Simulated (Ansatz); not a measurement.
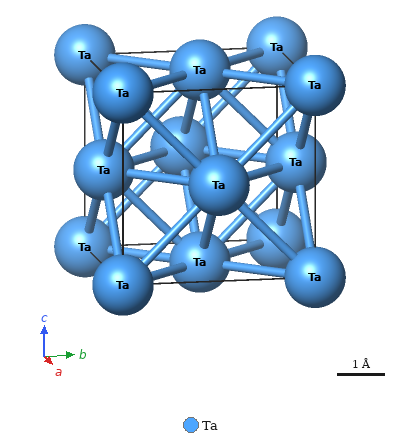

*The structure as given in the input (ball-and-stick view of the cell 4 times as large as that of the calculation, set on its symmetry axes, seen slightly off an axis).*

Near neighbours in the crystal (not all of them lie inside the picture): Ta has 12 Ta at 2.99 Å.

# Single-point calculation of Ta

- system: Ta (1 atom in the cell)
- method: DFT PBE, spin-orbit coupling, plane waves, PAW (Ansatz 0.2.0)

The structure was built on a prototype by a generator; it need not be a known phase.

### The input
```yaml
crystal:
  lattice:
    - [0.0, 2.111509634, 2.111509634]
    - [2.111509634, 0.0, 2.111509634]
    - [2.111509634, 2.111509634, 0.0]
  atoms:
    - { symbol: Ta, position: [0.0, 0.0, 0.0] }
basis:
  ecutwfc: 420
kpoints:
  mp_grid: { grid: [18, 18, 18] }
  band_path:
    path:
      - [0.0, 0.0, 0.0]
      - [0.5, 0.0, 0.5]
      - [0.625, 0.25, 0.625]
      - [0.375, 0.375, 0.75]
      - [0.5, 0.5, 0.5]
      - [0.5, 0.25, 0.75]
    npoints: 1
hamiltonian:
  xc: pbe
scf:
  occupations: { method: gaussian, width: 0.1 }
  n_extra_bands: 8
output:
  eigenvalues: true
magnetization:
  noncollinear: true
  spin_orbit: true
```

Hardware: 1 thread of Intel Xeon @ 2.70GHz, 189 GiB of memory available, shared host.

Launched with:
```bash
ansatz run input.yaml --threads 1 --pin off --max-ram 2560MiB --backend cpu --events-out ev --progress --plain --runs-dir out
```

### What the program printed
```
scf.n_extra_bands = 8 over 13 filled bands (N_el = 13.0): the run solves 21 bands
Engine: ansatz 0.2.0, x86_64-unknown-linux-gnu
Pseudopotentials: kind: paw_fr
Pseudopotential: Ta, paw_fr, valence charge 13, recommended cutoff 420 eV (normal), Ta.paw.azcp#standard-fr
Functional definition: PBE
  parameter kappa = 0.804
  parameter beta = 0.06672455060314922
  exchange = pbe_x(kappa = kappa, mu = beta*pi^2/3)
  correlation = pbe_c(beta = beta)
non-collinear run that drives no moment, with spin-orbit: no starting moment large enough to seed its density (crystal.atoms[].spin), no starting occupations that ask for one, no magnetisation constraint and no magnetic field, so the semilocal B_xc is pinned to zero
Crystal: 1 atoms, lattice volume = 18.828 Å³
Basis set: ecut = 420 eV, 339 PW (Γ)
Bands: 21, of which v1, the nominal top of the filled ones, is band 13 counted from 1 (12 counted from 0)
Symmetry: 48 space group operations + 48 with time reversal
Magnetic group: BNS 225.117 (UNI 1619), of the structure as read, at distance tolerance 2.7e-5 Å
k-points: 195 of 5832
Projection manifold: j_resolved (fully-relativistic pseudo-atomic orbitals)
Non-local potential: Ta, projectors of the file, l = 0: 3, l = 1: 4, l = 2: 4, l = 3: 2
PAW form: soft (Blöchl's): semilocal exchange-correlation on the pseudo side does not see the compensation charge
PAW one-centre angular grid: Ta, 590 points (default); XC on 64 Gauss nodes
Initial density: superposition of atomic densities (chi_scale 0.1, normalization cell)
Initial wavefunctions: pseudopotential atomic-orbital guess
Functional: x = pbe(κ = 0.804, μ = 0.2195149727645171), c = pbe(β = 0.06672455060314922)
SCF iter   1: F=—  HF=-9954.703484 eV  |F-HF|=—  |Δ(HF+E_count)|=         —  Δρ=4.64e-2  dr2=3.75e-1  dr2_m=0.00e0 (ungated)  ethr=3.10e-3  |M|=0.00e0 ∫|m|=0.00e0 μB  |m|>n=0.0e0 m-floor=0.0e0 τ_xc=0.0e0  β_m=0.30  ⟨swp⟩=6.1  Hψ=21589  notcnv=0  defer=34
preconditioner: auto → none  [metal: Δε(μ)=0.021 eV  Ē_g=7.322 eV  σ=0.100 eV  W_gap=0.12  n_scr=0 (ndim 8)  ℏωp=19.1 eV  f_vac=0.000  D(μ)=1.22/eV (n_scr^D=14)]
SCF iter   2: F=—  HF=-9954.614552 eV  |F-HF|=—  |Δ(HF+E_count)|=   8.89e-2  Δρ=2.88e-2  dr2=1.21e-1  dr2_m=0.00e0 (ungated)  ethr=2.88e-3  |M|=0.00e0 ∫|m|=0.00e0 μB  |m|>n=0.0e0 m-floor=0.0e0 τ_xc=0.0e0  β_m=0.50  ⟨swp⟩=2.0  Hψ=6915  notcnv=0  defer=247
SCF iter   3: F=—  HF=-9954.589468 eV  |F-HF|=—  |Δ(HF+E_count)|=   2.51e-2  Δρ=5.36e-3  dr2=2.20e-3  dr2_m=0.00e0 (ungated)  ethr=9.27e-4  |M|=0.00e0 ∫|m|=0.00e0 μB  |m|>n=0.0e0 m-floor=0.0e0 τ_xc=0.0e0  β_m=0.66  ⟨swp⟩=3.5  Hψ=7538  notcnv=0  defer=271
SCF iter   4: F=—  HF=-9954.590117 eV  |F-HF|=—  |Δ(HF+E_count)|=   6.48e-4  Δρ=3.39e-4  dr2=1.03e-5  dr2_m=0.00e0 (ungated)  ethr=1.69e-5  |M|=0.00e0 ∫|m|=0.00e0 μB  |m|>n=0.0e0 m-floor=0.0e0 τ_xc=0.0e0  β_m=0.72  ⟨swp⟩=2.0  Hψ=5916  notcnv=0  defer=271
SCF iter   5: F=—  HF=-9954.590122 eV  |F-HF|=—  |Δ(HF+E_count)|=   4.90e-6  Δρ=6.09e-5  dr2=1.61e-7  dr2_m=0.00e0 (ungated)  ethr=7.94e-8  |M|=0.00e0 ∫|m|=0.00e0 μB  |m|>n=0.0e0 m-floor=0.0e0 τ_xc=0.0e0  β_m=0.84  ⟨swp⟩=2.8  Hψ=6327  notcnv=0  defer=271
SCF iter   6: F=-9954.590122 eV  HF=-9954.590122 eV  |F-HF|=2.35e-10  |Δ(HF+E_count)|=   1.00e-7  Δρ=2.66e-6  dr2=1.05e-9  dr2_m=0.00e0 (ungated)  ethr=7.69e-10  |M|=0.00e0 ∫|m|=0.00e0 μB  |m|>n=0.0e0 m-floor=0.0e0 τ_xc=0.0e0  ⟨swp⟩=7.1  Hψ=15719  notcnv=0
SCF 1 converged in 6 iterations: F = -9954.590122 eV  dr2 = 1.05e-9
  greatest PAW one-centre occupation: 0.999 electrons in one spin orbital (limit 2), on the Ta atom at site 0 (counted from 0), in its partial waves of l = 0
NSCF: frozen V_eff on 6 k-points
SCF converged after 6 iterations
Magnetization: |M| = 0.0000 μB,  M = (+0.0000, +0.0000, +0.0000) μB
Absolute magnetization: 0.0000 μB (∫|m|)
  site 0: m = (+0.0000, +0.0000, +0.0000) μB, |m| = 0.0000 μB  (R = 1.23 Å)
Free energy (F): -9954.590122 eV
Harris-Foulkes:  -9954.590122 eV  (|F-HF|=2.35e-10)
Internal energy: -9954.583149 eV  (E = F + TS)
E sigma→0 (E₀):  -9954.586636 eV
Entropy (-TS):   -0.006972 eV (-6.972 meV/atom)
Fermi energy:    18.040509 eV
--- Per-component energies (eV) ---
  E_band       = -118.236799
  E_kinetic    = 364.517175
  E_local      = -572.720348  (includes V_loc(G=0)·N_el)
  E_nonlocal   = 10.907692
  E_hartree    = 197.189959
  E_xc         = -217.654689
  E_vxc        = -203.173625  (∫ρ·V_xc dr)
  E_paw        = -8415.796022  (= ΣΔE_a)
  E_vpaw       = -112.148413  (= ΣTr[D̂ρ^β])
  E_aug_tail   = 0.000165  (compensation charges beyond the density's cutoff)
  E_ewald      = -1321.027082
  E_smearing   = -0.006972  (= −TS)
  E_closure    = 0.000000  (closes the sum)
  Σ components = -9954.590122   (vs F -9954.590122, Δ=0.00e0)
--- Band table (eV; the first three rows and the last of 195) ---
  k-point 0: bands = ["-49.3423", "-49.3423", "-21.9213", "-21.9213", "-12.9708", "-12.9708", "-12.9708", "-12.9708", "9.9946", "9.9946", "18.3932", "18.3932", "18.3932", "18.3932", "18.8057", "18.8057", "21.5944", "21.5944", "21.5944", "21.5944", "30.2215"]
  k-point 1: bands = ["-49.3397", "-49.3397", "-21.9293", "-21.9293", "-12.9997", "-12.9997", "-12.9758", "-12.9758", "10.1177", "10.1177", "18.3324", "18.3324", "18.4438", "18.4438", "18.8247", "18.8247", "21.5229", "21.5229", "21.5469", "21.5469", "30.4803"]
  k-point 2: bands = ["-49.3321", "-49.3321", "-21.9525", "-21.9525", "-13.0817", "-13.0817", "-12.9901", "-12.9901", "10.4751", "10.4751", "18.0998", "18.0998", "18.5713", "18.5713", "18.9544", "18.9544", "21.3506", "21.3506", "21.4477", "21.4477", "31.1684"]
  k-point 194: bands = ["-49.2250", "-49.2250", "-22.2662", "-22.2662", "-13.7839", "-13.7839", "-13.5421", "-13.5421", "15.2404", "15.2404", "16.4632", "16.4632", "17.3783", "17.3783", "20.2194", "20.2194", "24.5761", "24.5761", "27.5989", "27.5989", "27.9019"]
```

### Results in brief

```csv
quantity,value
outcome,converged
space group (tolerance 0.01 Å),Fm-3m (225)
electrons treated,13
free energy,−9954.5901 eV
Fermi energy,18.041 eV
gap on the k-point mesh,none (metallic)
net moment of the cell,0.00 μB
integrated absolute moment,0.00 μB
wall time,15 s
peak memory,0.45 GiB
```
